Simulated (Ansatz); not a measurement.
# Single-point calculation, with input and output: Li$_{8}$Nb$_{7}$O$_{24}$ (part 1 of 2)

System: Li$_{8}$Nb$_{7}$O$_{24}$ (defect cell, 39 atoms in the cell).
Method: DFT PBE, scalar-relativistic, plane waves, PAW, spin-polarised (Ansatz 0.2.0).

The structure derives from an entry of the Crystallography Open Database. Figures and captions count atoms from 1; the log counts them from 0 in places.

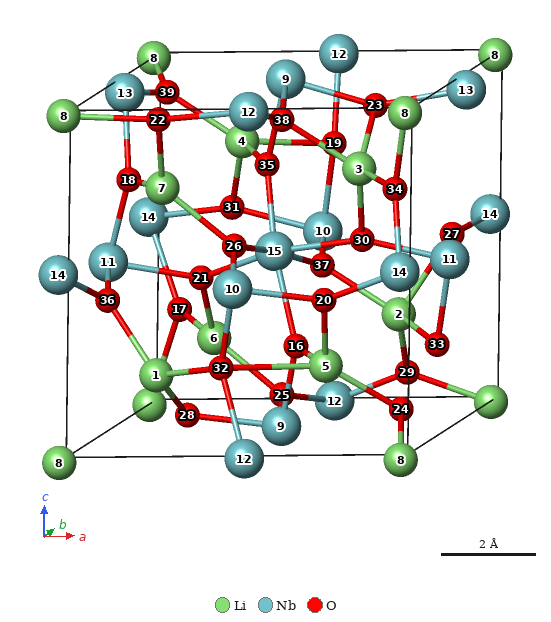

Figure 1. The input geometry (ball-and-stick view of the cell of the calculation, seen slightly off an axis; atoms are numbered from 1 in the order of the input). An atom can appear more than once, as a periodic image.

Input
```yaml
crystal:
  lattice:
    - [-5.1378, -2.96631, 4.499567]
    - [5.1378, -2.96631, 4.499567]
    - [0.0, 5.93262, 4.499567]
  atoms:
    - { symbol: Li, position: [0.2085043527, 0.1993288001, 0.2018662957] }
    - { symbol: Li, position: [0.7688988918, 0.7611358078, 0.2788087775] }
    - { symbol: Li, position: [0.7711390945, 0.2909991182, 0.7770019654] }
    - { symbol: Li, position: [0.2983467308, 0.7826496254, 0.7784198149] }
    - { symbol: Li, position: [0.7023153483, 0.2061574846, 0.2240864021] }
    - { symbol: Li, position: [0.2398955307, 0.720169376, 0.2218008654] }
    - { symbol: Li, position: [0.2174139692, 0.2074694616, 0.7406198222] }
    - { symbol: Li, position: [0.9827306932, 0.9880756068, 0.9865144439] }
    - { symbol: Nb, position: [0.5019360605, 0.4843685843, 0.0049909243] }
    - { symbol: Nb, position: [0.4856645201, -0.0183951656, 0.4842399071] }
    - { symbol: Nb, position: [-0.0115594037, 0.485963816, 0.4813863438] }
    - { symbol: Nb, position: [0.5269500799, -0.0208906458, -0.0043006494] }
    - { symbol: Nb, position: [0.0199854799, 0.5275804449, -0.0368311305] }
    - { symbol: Nb, position: [-0.0322881271, 0.0096662527, 0.5246092066] }
    - { symbol: Nb, position: [0.4762679975, 0.4820417471, 0.5098321736] }
    - { symbol: O, position: [0.5562984644, 0.4281136335, 0.2449475128] }
    - { symbol: O, position: [0.0861010951, 0.9170023808, 0.2726765082], spin: 0.5 }
    - { symbol: O, position: [0.0609112865, 0.4268797034, 0.7288274354] }
    - { symbol: O, position: [0.5299690437, 0.9263727438, 0.7457530728] }
    - { symbol: O, position: [0.7324474359, 0.0630879099, 0.4364168265] }
    - { symbol: O, position: [0.2425596835, 0.5554537192, 0.423149161] }
    - { symbol: O, position: [0.2417699975, 0.0599814167, 0.9617161203], spin: 0.5 }
    - { symbol: O, position: [0.7547390746, 0.5264174501, 0.9202358681] }
    - { symbol: O, position: [0.902738235, 0.292032941, 0.0827321757], spin: 0.5 }
    - { symbol: O, position: [0.4361268379, 0.7364053161, 0.0542811637] }
    - { symbol: O, position: [0.4205565994, 0.2427277146, 0.5654635584] }
    - { symbol: O, position: [0.925380358, 0.7498636078, 0.5102510553] }
    - { symbol: O, position: [0.2435795922, 0.4186402322, 0.050060078] }
    - { symbol: O, position: [0.7501500094, 0.935367519, 0.0827932248], spin: 0.5 }
    - { symbol: O, position: [0.7450097432, 0.4342858105, 0.5492104528] }
    - { symbol: O, position: [0.2309843316, 0.9370773759, 0.5625529322] }
    - { symbol: O, position: [0.4327306036, 0.0663109268, 0.2428840231] }
    - { symbol: O, position: [0.9358980927, 0.5581583995, 0.2243970595] }
    - { symbol: O, position: [0.9312424809, 0.0825216024, 0.7519615868], spin: 0.5 }
    - { symbol: O, position: [0.4309770906, 0.5584960558, 0.7473896174] }
    - { symbol: O, position: [0.0524625757, 0.2404229552, 0.4122277802] }
    - { symbol: O, position: [0.5477042551, 0.7445164102, 0.4250703229] }
    - { symbol: O, position: [0.5575169429, 0.2358535574, 0.9299157667] }
    - { symbol: O, position: [0.0836019056, 0.7578492949, 0.925445821], spin: 0.5 }
magnetization:
  spin_polarized: true
basis:
  ecutwfc: 420
  fft_grid_basis: typed
kpoints:
  mp_grid: { grid: [3, 3, 3] }
hamiltonian:
  xc: pbe
  pseudopotentials: { kind: paw }
scf:
  occupations: { method: gaussian, width: 0.05 }
output:
  forces: true
  stress: false
  eigenvalues: true
  bader: true
  write_density: true
  volumetric_format: npy
  populations: true
```

Launch command:
```bash
ansatz run input.yaml --threads 4 --pin off --max-ram 10240MiB --backend cpu --events-out ev --progress --plain --runs-dir out
```

Output
```
Engine: ansatz 0.2.0, aarch64-unknown-linux-gnu
Pseudopotentials: kind: paw
Pseudopotential: Li, paw, valence charge 3, recommended cutoff 420 eV (normal), Li.paw.azcp
Pseudopotential: Nb, paw, valence charge 13, recommended cutoff 420 eV (normal), Nb.paw.azcp
Pseudopotential: O, paw, valence charge 6, recommended cutoff 420 eV (normal), O.paw.azcp
Functional definition: PBE
  parameter kappa = 0.804
  parameter beta = 0.06672455060314922
  exchange = pbe_x(kappa = kappa, mu = beta*pi^2/3)
  correlation = pbe_c(beta = beta)
Crystal: 39 atoms, lattice volume = 411.449 Å³
Basis set: ecut = 420 eV, 8037 PW (Γ), exchange–correlation on 100×100×100 points (8 copies of the dense FFT grid, shifted against one another)
Bands: 170, of which v1, the nominal top of the filled ones, is band 130 counted from 1 (129 counted from 0)
Symmetry: 1 space group operations
Space group: P1 (ITA 1), of the structure as read, at distance tolerance 7.4e-5 Å
Magnetic group: BNS 1.1 (UNI 1), of the structure as read, at distance tolerance 7.4e-5 Å
k-points: 14 of 27 (time reversal used)
Non-local potential: Li, projectors of the file, l = 0: 3, l = 1: 2, l = 2: 1
Non-local potential: Nb, projectors of the file, l = 0: 3, l = 1: 2, l = 2: 2, l = 3: 1
Non-local potential: O, projectors of the file, l = 0: 2, l = 1: 2, l = 2: 1
PAW form: soft (Blöchl's): semilocal exchange-correlation on the pseudo side does not see the compensation charge
PAW one-centre angular grid: Li, 110 points (default); XC on 64 Gauss nodes
PAW one-centre angular grid: Nb, 590 points (default); XC on 64 Gauss nodes
PAW one-centre angular grid: O, 110 points (default); XC on 64 Gauss nodes
Initial density: superposition of atomic densities (chi_scale 0.1, normalization cell, long waves kept (reshape's long-wave potential 0.19 eV rms))
Starting moments: Σ|m| = 3 μB on 6 of 39 sites
Initial wavefunctions: pseudopotential atomic-orbital guess
Functional: x = pbe(κ = 0.804, μ = 0.2195149727645171), c = pbe(β = 0.06672455060314922)
SCF iter   1: F=—  HF=-47149.511575 eV  |F-HF|=—  |Δ(HF+E_count)|=         —  Δρ=6.26e-2 (↑4.91e-2 ↓6.26e-2)  dr2=4.24e1  dr2_m=2.73e0  M=5.000 μB ∫|m|=5.114 μB  β_m=0.30  ethr=3.10e-3  ⟨swp⟩=5.0  Hψ=16474  notcnv=0  defer=486
Mixer restart at iter 1: flushing history
preconditioner: auto → Resta (q_TF=auto, 2.526 Å⁻¹)  ε∞=5.0  [insulator: Δε(μ)=0.193 eV  Ē_g=12.473 eV  σ=0.050 eV  W_gap=0.99  n_scr=98 (ndim 8)  ℏωp=25.0 eV  f_vac=0.005  D(μ)=0.08/eV (n_scr^D=0)  ε∞_Penn≈5.0]
spin=Collinear: Resta preconditioning applied to the charge; magnetization (m = ρ↑ − ρ↓) channel mixes plain (no charge-response kernel on spin).
SCF iter   2: F=—  HF=-47143.433457 eV  |F-HF|=—  |Δ(HF+E_count)|=    6.08e0  Δρ=3.69e-2 (↑2.68e-2 ↓3.69e-2)  dr2=9.05e0  dr2_m=1.56e0  M=5.000 μB ∫|m|=5.124 μB  β_m=0.41  ethr=3.10e-3  ⟨swp⟩=2.4  Hψ=8045  notcnv=0  defer=964
SCF iter   3: F=—  HF=-47145.966726 eV  |F-HF|=—  |Δ(HF+E_count)|=    2.53e0  Δρ=1.91e-2 (↑1.54e-2 ↓1.91e-2)  dr2=2.21e0  dr2_m=3.91e-1  M=5.000 μB ∫|m|=5.171 μB  β_m=0.64  ethr=3.10e-3  ⟨swp⟩=2.7  Hψ=7587  notcnv=0  defer=970
SCF iter   4: F=—  HF=-47148.162367 eV  |F-HF|=—  |Δ(HF+E_count)|=    2.20e0  Δρ=1.01e-2 (↑5.40e-3 ↓1.01e-2)  dr2=1.02e0  dr2_m=7.58e-2  M=5.000 μB ∫|m|=5.293 μB  β_m=0.66  ethr=8.54e-4  ⟨swp⟩=2.0  Hψ=7590  notcnv=0  defer=971
SCF iter   5: F=—  HF=-47148.075404 eV  |F-HF|=—  |Δ(HF+E_count)|=   8.70e-2  Δρ=5.71e-3 (↑4.66e-3 ↓5.71e-3)  dr2=3.93e-1  dr2_m=1.11e-2  M=5.000 μB ∫|m|=5.349 μB  β_m=0.62  ethr=3.95e-4  ⟨swp⟩=2.1  Hψ=7843  notcnv=0  defer=978
SCF iter   6: F=—  HF=-47148.050693 eV  |F-HF|=—  |Δ(HF+E_count)|=   2.47e-2  Δρ=1.96e-3 (↑1.96e-3 ↓1.75e-3)  dr2=5.25e-2  dr2_m=1.60e-3  M=5.000 μB ∫|m|=5.372 μB  β_m=0.65  ethr=1.52e-4  ⟨swp⟩=2.1  Hψ=6536  notcnv=0  defer=978
SCF iter   7: F=—  HF=-47148.048912 eV  |F-HF|=—  |Δ(HF+E_count)|=         —  Δρ=9.91e-4 (↑7.31e-4 ↓9.91e-4)  dr2=1.08e-2  dr2_m=5.19e-4  M=5.000 μB ∫|m|=5.387 μB  β_m=0.65  ethr=2.03e-5  ⟨swp⟩=2.0  Hψ=7363  notcnv=0  defer=978
Mixer restart at iter 7: flushing history
SCF iter   8: F=—  HF=-47148.051877 eV  |F-HF|=—  |Δ(HF+E_count)|=   2.96e-3  Δρ=4.96e-4 (↑4.24e-4 ↓4.96e-4)  dr2=3.09e-3  dr2_m=1.64e-4  M=5.000 μB ∫|m|=5.389 μB  β_m=0.69  ethr=4.16e-6  ⟨swp⟩=2.0  Hψ=7349  notcnv=0  defer=978
SCF iter   9: F=—  HF=-47148.052848 eV  |F-HF|=—  |Δ(HF+E_count)|=   9.71e-4  Δρ=3.38e-4 (↑2.67e-4 ↓3.38e-4)  dr2=1.54e-3  dr2_m=5.74e-5  M=5.000 μB ∫|m|=5.391 μB  β_m=0.72  ethr=1.19e-6  ⟨swp⟩=2.0  Hψ=7268  notcnv=0  defer=978
SCF iter  10: F=—  HF=-47148.053238 eV  |F-HF|=—  |Δ(HF+E_count)|=   3.89e-4  Δρ=1.56e-4 (↑1.40e-4 ↓1.56e-4)  dr2=3.36e-4  dr2_m=7.79e-6  M=5.000 μB ∫|m|=5.391 μB  β_m=0.68  ethr=5.96e-7  ⟨swp⟩=2.0  Hψ=7246  notcnv=0  defer=978
SCF iter  11: F=—  HF=-47148.053322 eV  |F-HF|=—  |Δ(HF+E_count)|=   8.41e-5  Δρ=5.86e-5 (↑4.29e-5 ↓5.86e-5)  dr2=3.96e-5  dr2_m=2.93e-6  M=5.000 μB ∫|m|=5.392 μB  β_m=0.82  ethr=1.30e-7  ⟨swp⟩=2.0  Hψ=6937  notcnv=0  defer=978
SCF iter  12: F=—  HF=-47148.053336 eV  |F-HF|=—  |Δ(HF+E_count)|=   1.45e-5  Δρ=4.41e-5 (↑3.92e-5 ↓4.41e-5)  dr2=2.93e-5  dr2_m=6.47e-7  M=5.000 μB ∫|m|=5.392 μB  β_m=0.76  ethr=1.53e-8  ⟨swp⟩=2.0  Hψ=7366  notcnv=0  defer=978
SCF iter  13: F=—  HF=-47148.053338 eV  |F-HF|=—  |Δ(HF+E_count)|=   1.39e-6  Δρ=1.62e-5 (↑1.50e-5 ↓1.62e-5)  dr2=3.80e-6  dr2_m=1.59e-7  M=5.000 μB ∫|m|=5.392 μB  β_m=0.82  ethr=1.13e-8  ⟨swp⟩=2.0  Hψ=7148  notcnv=0  defer=978
SCF iter  14: F=—  HF=-47148.053339 eV  |F-HF|=—  |Δ(HF+E_count)|=   1.56e-6  Δρ=5.71e-6 (↑4.50e-6 ↓5.71e-6)  dr2=4.29e-7  dr2_m=1.96e-8  M=5.000 μB ∫|m|=5.391 μB  β_m=0.90  ethr=1.47e-9  ⟨swp⟩=2.0  Hψ=6942  notcnv=0  defer=978
SCF iter  15: F=—  HF=-47148.053340 eV  |F-HF|=—  |Δ(HF+E_count)|=   3.54e-7  Δρ=6.14e-6 (↑4.74e-6 ↓6.14e-6)  dr2=4.65e-7  dr2_m=8.93e-9  M=5.000 μB ∫|m|=5.391 μB  β_m=0.76  ethr=1.66e-10  ⟨swp⟩=2.0  Hψ=7343  notcnv=0  defer=978
SCF iter  16: F=-47148.053340 eV  HF=-47148.053340 eV  |F-HF|=9.98e-9  |Δ(HF+E_count)|=   3.53e-8  Δρ=2.19e-6 (↑1.29e-6 ↓2.19e-6)  dr2=4.80e-8  dr2_m=2.78e-9  M=5.000 μB ∫|m|=5.391 μB  ethr=3.86e-11  ⟨swp⟩=11.1  Hψ=22340  notcnv=0
SCF 1 converged in 16 iterations: F = -47148.053340 eV  dr2 = 4.80e-8
  greatest PAW one-centre occupation: 1.000 electrons in one spin orbital (limit 2), on the Li atom at site 5 (counted from 0), in its partial waves of l = 0
```

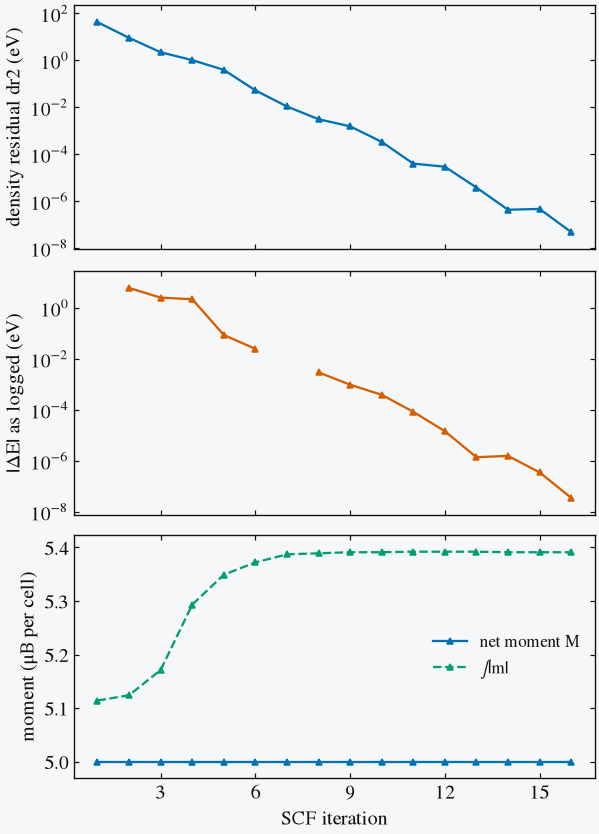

Figure 2. Convergence of the self-consistent field: density residual dr2, size of the energy change and magnetic moment against the SCF iteration. The residual falls almost steadily, with no more than small rises. The net moment stays at 5.0 μB per cell.

```
SCF converged after 16 iterations
Magnetization: 5.0000 μB (132.0000 up, 127.0000 down)
Absolute magnetization: 5.3936 μB (∫|ρ↑−ρ↓|, with the PAW one-centre terms)
Spin contamination: 0.0267 ħ² per cell (⟨S²⟩ above its minimum at these occupations)
Per-site moments (μB) at R_I (Å): [(0.00014444005770292625, 0.7959850533545798), (0.0003773148037460081, 0.7885133685302631), (-0.00010297665685012613, 0.7929475865435391), (0.0003278221985711715, 0.7860240452453798), (-0.0010348804188556506, 0.7755552531852601), (-0.0008397535600812565, 0.7666437882879888), (0.0008234681826829208, 0.8026176082090899), (-3.3228409364734305e-5, 0.7811923253936679), (-0.002725124817615717, 0.7731494111595268), (-0.004019586045656845, 0.7718163533467837), (-0.007697071248748533, 0.7879876757353269), (-0.007346577156416618, 0.7515794381156797), (-0.012013834081222963, 0.7450037698079758), (-0.01302931927241869, 0.745189257789239), (-0.0017097429697235365, 0.7720018571229211), (0.010173294021961904, 0.7731494111595268), (0.9287777518656863, 0.7666437882879888), (0.01539093389913828, 0.7990256800657968), (0.08872117611334411, 0.7916680849588998), (0.013642565993769042, 0.7755552531852601), (0.012697074187976762, 0.7801767627472281), (0.7821274070124302, 0.8026176082090899), (0.29591575531259345, 0.8212278657108233), (0.9623972130531481, 0.784893705418036), (0.03696521998677469, 0.7754274884183298), (0.011354335489382118, 0.7720018571229211), (0.2695484459000095, 0.818186192374502), (0.044217600925672694, 0.8011556037070671), (0.055347478175394205, 0.7515794381156797), (0.030859589708675327, 0.7879876757353269), (0.24887132822665478, 0.823140808416956), (0.04325126385414092, 0.7954344054939694), (0.32444462633275223, 0.8067934397936137), (0.05131172056045612, 0.745189257789239), (0.02070657219601455, 0.7812996415534477), (0.0473233455388325, 0.7972016263585853), (0.012900899750002226, 0.7718163533467837), (0.05901479590196685, 0.8083080289105912), (0.09708331445018054, 0.7450037698079758)]
Free energy (F): -47148.053340 eV
Harris-Foulkes:  -47148.053340 eV  (|F-HF|=9.98e-9)
Internal energy: -47148.053340 eV  (E = F + TS)
E sigma→0 (E₀):  -47148.053340 eV
Fermi energy:    6.976429 eV
--- Per-component energies (eV) ---
  E_band       = -2042.401990
  E_kinetic    = 7152.074262
  E_local      = -16693.207478  (includes V_loc(G=0)·N_el)
  E_nonlocal   = 1691.950169
  E_hartree    = 5686.208341
  E_xc         = -3092.933807
  E_vxc        = -3869.103065  (∫ρ·V_xc dr)
  E_paw        = -25463.414338  (= ΣΔE_a)
  E_vpaw       = -1696.593356  (= ΣTr[D̂ρ^β])
  E_aug_tail   = 0.058466  (compensation charges beyond the density's cutoff)
  E_ewald      = -16428.788955
  E_smearing   = -0.000000  (= −TS)
  E_closure    = 0.000000  (closes the sum)
  Σ components = -47148.053340   (vs F -47148.053340, Δ=0.00e0)
--- Forces (eV/Å), atoms counted from 1 ---
  atom   1  Li    -0.01564300    -0.00175432    -0.01527901
  atom   2  Li     0.00744587    -0.00222812     0.00837679
  atom   3  Li    -0.00071475     0.01215240    -0.00833237
  atom   4  Li     0.01000506    -0.00449400    -0.00741222
  atom   5  Li    -0.00892695    -0.00381157    -0.01523783
  atom   6  Li     0.01889586     0.00046497     0.02215438
  atom   7  Li    -0.01716255     0.02764793     0.00043185
  atom   8  Li    -0.01014174     0.00110769     0.00440512
  atom   9  Nb     0.01160427     0.03273992    -0.00028929
  atom  10  Nb    -0.04765152    -0.01210156     0.01356089
  atom  11  Nb    -0.00699235    -0.00446233    -0.01926312
  atom  12  Nb    -0.00145504     0.01148006     0.07080894
  atom  13  Nb     0.03514408     0.01263059     0.03240875
  atom  14  Nb    -0.06740923     0.01476038     0.02070404
  atom  15  Nb    -0.00240953    -0.01256804     0.06343005
  atom  16  O      0.01317423     0.00920028     0.00072482
  atom  17  O     -0.00081737    -0.00682705    -0.01887709
  atom  18  O      0.00315828    -0.02990284    -0.02594226
  atom  19  O      0.00720716    -0.03023699    -0.05715820
  atom  20  O      0.03081362     0.02316455    -0.02899605
  atom  21  O      0.00043876     0.00095713    -0.00847477
  atom  22  O      0.01225099     0.02946537    -0.00913412
  atom  23  O     -0.02685013    -0.00940399    -0.01248334
  atom  24  O      0.00878048    -0.00552767    -0.00018648
  atom  25  O     -0.01619545     0.01254073    -0.02875535
  atom  26  O      0.00356077    -0.00918778     0.00610693
  atom  27  O      0.00392176    -0.00387031    -0.01555493
  atom  28  O     -0.00725740     0.00804194     0.01058715
  atom  29  O     -0.02040383    -0.00502840     0.00846160
  atom  30  O      0.01476723     0.00197208    -0.00810692
  atom  31  O      0.01137442    -0.01302122    -0.01692279
  atom  32  O      0.01288452     0.01594643    -0.00362322
  atom  33  O     -0.00825078     0.01790768     0.02207974
  atom  34  O      0.01783866    -0.00159794     0.00477529
  atom  35  O     -0.01174028    -0.04131644    -0.02517336
  atom  36  O      0.01629360    -0.01696923     0.03053659
  atom  37  O      0.01354714     0.01588457    -0.01161348
  atom  38  O      0.01547137    -0.02891330     0.02242831
  atom  39  O      0.00141441    -0.00479364    -0.00516206
  max |Σ_I F_I| component: 4.80e-5 eV/Å
--- Band table (eV; the first three rows and the last of 28) ---
```
